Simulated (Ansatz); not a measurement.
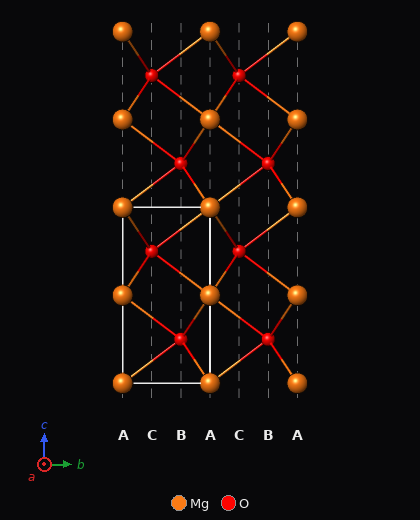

Projection along an edge of the hexagonal mesh, stacking direction c upwards. The dashed lines mark the three columns A (0, 0), B (1/3, 2/3) and C (2/3, 1/3). The sequence starts with the first layer at or above the cell's origin.

The compound is MgO, taken as the input geometry of an electronic-structure calculation (not necessarily at equilibrium); the starting structure was generated, so it need not be a known form of this composition.

Question: Give the sequence of layers in one repeat, with element and column.

Answer: Mg(A) – O(B) – Mg(A) – O(C) (four layers in 5.09 Å).

Question: How are the O layers alone stacked?

Answer: O layers alone: BC, the hexagonal close-packed type.

Question: Which positions between or in the O layers do the other atoms fill?

Answer: Mg: two octahedral sites in each hexagonal cell.
